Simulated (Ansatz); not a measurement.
## AlNi: 5 runs along one coordinate

System: AlNi (C2/m, 2 atoms in the cell).
Method: Kohn-Sham DFT of a periodic cell, PBE, Ansatz PAW, spin-polarised (Ansatz 0.2.0).

The 5 runs differ only in the geometry, by an even scaling of the cell at fixed fractional positions. The structure derives from a Materials Project entry.

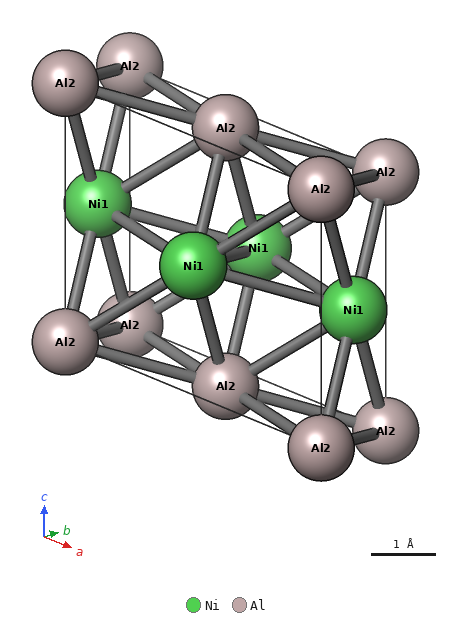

Figure 1. The structure of run 3 (ball-and-stick view of the cell 2 times as large as that of the calculation, set on its symmetry axes, seen slightly off an axis; atoms are numbered from 1 in the order of the input).

### Input of run 3
```yaml
crystal:
  lattice:
    - [2.300681, -1.39468, 0.0]
    - [2.300681, 1.39468, 0.0]
    - [-1.356451, 0.0, 3.880838]
  atoms:
    - { symbol: Ni, position: [0.5, 0.5, 0.5], spin: 1.0 }
    - { symbol: Al, position: [0.0, 0.0, 0.0] }
hamiltonian:
  xc: pbe
  pseudopotentials: { kind: paw }
magnetization:
  spin_polarized: true
kpoints:
  mp_grid: { grid: [11, 11, 7] }
scf:
  occupations: { method: fermi_dirac, width: 0.05 }
output:
  forces: true
  stress: true
  eigenvalues: true
```

Command:
```bash
ansatz run input.yaml --threads 2 --pin off --max-ram 5120MiB --backend cpu --events-out ev --progress --plain --runs-dir out
```

Lattice vectors (Å) and fractional positions of run 3:
```
   2.300681   -1.394680    0.000000
   2.300681    1.394680    0.000000
  -1.356451    0.000000    3.880838
Ni  0.500000  0.500000  0.500000
Al  0.000000  0.000000  0.000000
```

Run 4 differs from it as follows:
```diff
-    - [2.300681, -1.39468, 0.0]
-    - [2.300681, 1.39468, 0.0]
-    - [-1.356451, 0.0, 3.880838]
+    - [2.3159177421, -1.4039165606, 0.0]
+    - [2.3159177421, 1.4039165606, 0.0]
+    - [-1.365434381, 0.0, 3.9065396629]
```

### Results, with one run withheld

```tsv
run	volume per atom (Å³)	free energy per atom, from the lowest run given (meV)	pressure (GPa)
1	11.954	16.15	8.72
2	12.203	5.44	5.14
3	12.452	0.00	1.92
4	12.702	?	?
5	13.200	10.29	−5.91
```

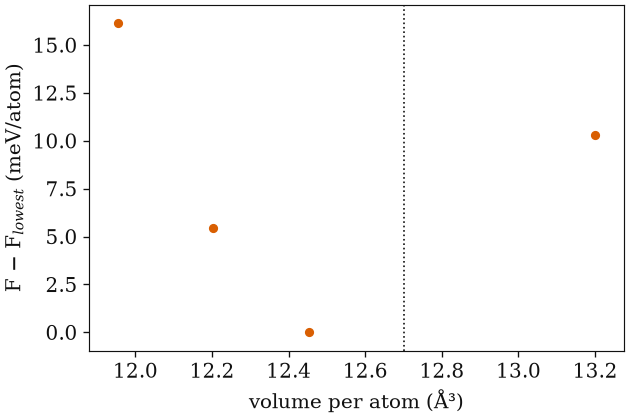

Figure 2. Free energy per atom of the runs given; the dotted line marks run 4.

Fit the runs given and predict run 4.

A quadratic polynomial in V^(−2/3) (the Birch–Murnaghan form), fitted to the 4 runs given, misses them by at most 0.01 meV per atom. With x = V^(−2/3) − 0.18628 Å⁻², it reads F = 0.1674 + 1321.9 x + 3.7574e+05 x² (meV per atom). At run 4 it gives −0.74 meV per atom, and the run itself gives −0.69. The slope of the fit gives a pressure −dF/dV of −0.96 GPa there, and the run prints −0.97 GPa. The fit has its minimum at 12.616 Å³ per atom, where V d²F/dV² gives 144 GPa. Cell shape and fractional positions are held, so this is the stiffness under even scaling; the relaxed bulk modulus wasn't computed.

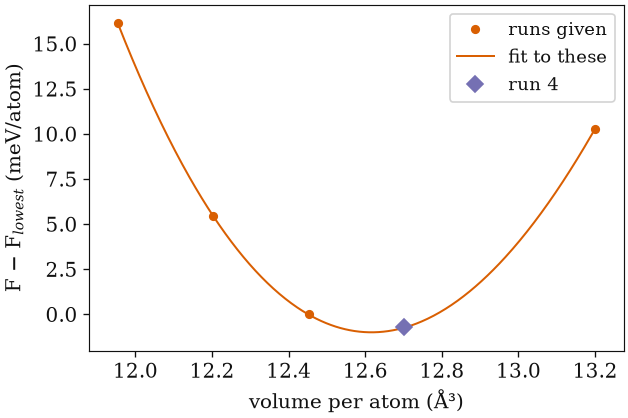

Figure 3. The fit and the withheld run.

### Output, shortened to warnings, some set-up lines, iterations and results (run 4)
```
WARN: the starting moments were not kept: the SCF closed with an absolute magnetisation of 3.4e-7 μB, where they sum to 1 μB in size (1 site). That is at most 0.1 of that sum. Measured as dr2_m measures the in/out step, that magnetisation stands 5.0e-14 eV from none, at or under the dr2_threshold of 1.0e-7 eV: it is no larger than a step whose dr2_m would equal this threshold. The system may hold …
Basis set: ecut = 420 eV, 507 PW (Γ), exchange–correlation on 40×40×60 points (8 copies of the dense FFT grid, shifted against one another)
Symmetry: 4 space group operations
k-points: 234 of 847
Initial density: superposition of atomic densities (chi_scale 0.1, normalization cell)
[...]
SCF iter   1: F=—  HF=-6376.978034 eV  |F-HF|=—  |Δ(HF+E_count)|=         —  Δρ=8.99e-2 (↑8.99e-2 ↓5.27e-2)  dr2=4.19e-1  dr2_m=1.11e0  M=0.199 μB ∫|m|=0.267 μB  β_m=0.30  …
SCF iter   2: F=—  HF=-6376.942940 eV  |F-HF|=—  |Δ(HF+E_count)|=   3.51e-2  Δρ=7.73e-2 (↑4.30e-2 ↓7.73e-2)  dr2=4.15e-1  dr2_m=8.04e-1  M=0.112 μB ∫|m|=0.155 μB  β_m=0.60  …
SCF iter   3: F=—  HF=-6377.957720 eV  |F-HF|=—  |Δ(HF+E_count)|=    1.01e0  Δρ=5.18e-2 (↑5.18e-2 ↓1.09e-2)  dr2=3.61e-1  dr2_m=2.06e-1  M=0.066 μB ∫|m|=0.105 μB  β_m=0.67  …
SCF iter   4: F=—  HF=-6378.045763 eV  |F-HF|=—  |Δ(HF+E_count)|=   8.80e-2  Δρ=1.01e-2 (↑1.01e-2 ↓4.44e-3)  dr2=4.28e-2  dr2_m=2.54e-3  M=-0.005 μB ∫|m|=0.005 μB  β_m=0.70  …
SCF iter   5: F=—  HF=-6378.041280 eV  |F-HF|=—  |Δ(HF+E_count)|=   4.48e-3  Δρ=6.76e-3 (↑4.54e-3 ↓6.76e-3)  dr2=2.11e-2  dr2_m=3.03e-4  M=0.001 μB ∫|m|=0.007 μB  β_m=0.71  …
SCF iter   6: F=—  HF=-6378.039731 eV  |F-HF|=—  |Δ(HF+E_count)|=   1.55e-3  Δρ=2.37e-3 (↑5.09e-4 ↓2.37e-3)  dr2=7.93e-4  dr2_m=4.69e-4  M=0.001 μB ∫|m|=0.005 μB  β_m=0.66  …
SCF iter   7: F=—  HF=-6378.040030 eV  |F-HF|=—  |Δ(HF+E_count)|=   2.99e-4  Δρ=5.78e-4 (↑5.78e-4 ↓4.00e-4)  dr2=1.01e-5  dr2_m=5.31e-5  M=0.000 μB ∫|m|=0.002 μB  β_m=0.83  …
SCF iter   8: F=—  HF=-6378.040029 eV  |F-HF|=—  |Δ(HF+E_count)|=   9.97e-7  Δρ=8.13e-5 (↑8.02e-5 ↓8.13e-5)  dr2=5.72e-8  dr2_m=1.46e-6  M=-0.000 μB ∫|m|=0.001 μB  β_m=0.91  …
SCF iter   9: F=—  HF=-6378.040029 eV  |F-HF|=—  |Δ(HF+E_count)|=   1.62e-7  Δρ=1.83e-5 (↑1.79e-5 ↓1.83e-5)  dr2=2.39e-7  dr2_m=5.17e-9  M=-0.000 μB ∫|m|=0.000 μB  β_m=0.95  …
SCF iter  10: F=—  HF=-6378.040029 eV  |F-HF|=—  |Δ(HF+E_count)|=   3.09e-8  Δρ=6.23e-6 (↑5.82e-6 ↓6.23e-6)  dr2=2.75e-8  dr2_m=3.00e-10  M=-0.000 μB ∫|m|=0.000 μB  β_m=0.97  …
SCF iter  11: F=—  HF=-6378.040029 eV  |F-HF|=—  |Δ(HF+E_count)|=   3.14e-9  Δρ=5.66e-7 (↑5.66e-7 ↓4.35e-7)  dr2=1.90e-10  dr2_m=2.82e-12  M=-0.000 μB ∫|m|=0.000 μB  β_m=0.97 …
SCF iter  12: F=-6378.040029 eV  HF=-6378.040029 eV  |F-HF|=3.64e-12  |Δ(HF+E_count)|=  3.00e-11  Δρ=6.09e-8 (↑4.15e-8 ↓6.09e-8)  dr2=1.72e-12  dr2_m=7.49e-14  M=-0.000 μB …
SCF 1 converged in 12 iterations: F = -6378.040029 eV  dr2 = 1.72e-12
WARN: the starting moments were not kept: the SCF closed with an absolute magnetisation of 3.4e-7 μB, where they sum to 1 μB in size (1 site). That is at most 0.1 of that sum. Measured as dr2_m measures the in/out step, that magnetisation stands 5.0e-14 eV from none, at or under the dr2_threshold …
SCF converged after 12 iterations
Magnetization: -0.0000 μB (10.5000 up, 10.5000 down)
Absolute magnetization: 0.0000 μB (∫|ρ↑−ρ↓|, with the PAW one-centre terms)
Spin contamination: 0.0000 ħ² per cell (⟨S²⟩ above its minimum at these occupations)
Per-site moments (μB) at R_I (Å): [(7.454926744085449e-8, 1.0314436510449974), (-5.394667283362954e-8, 1.0314436510449974)]
Free energy (F): -6378.040029 eV
Harris-Foulkes:  -6378.040029 eV  (|F-HF|=3.64e-12)
Internal energy: -6378.032403 eV  (E = F + TS)
E sigma→0 (E₀):  -6378.036216 eV
Entropy (-TS):   -0.007626 eV (-3.813 meV/atom)
Fermi energy:    12.820482 eV
--- Per-component energies (eV) ---
  E_band       = -353.975485
  E_kinetic    = 308.683873
  E_local      = -4717.656618  (includes V_loc(G=0)·N_el)
  E_nonlocal   = 648.087945
  E_hartree    = 2040.430561
  E_xc         = -125.302666
  E_vxc        = -139.291164  (∫ρ·V_xc dr)
  E_paw        = -2100.189563  (= ΣΔE_a)
  E_vpaw       = -534.661050  (= ΣTr[D̂ρ^β])
[...]
```

The program warns: some starting moments were not kept.
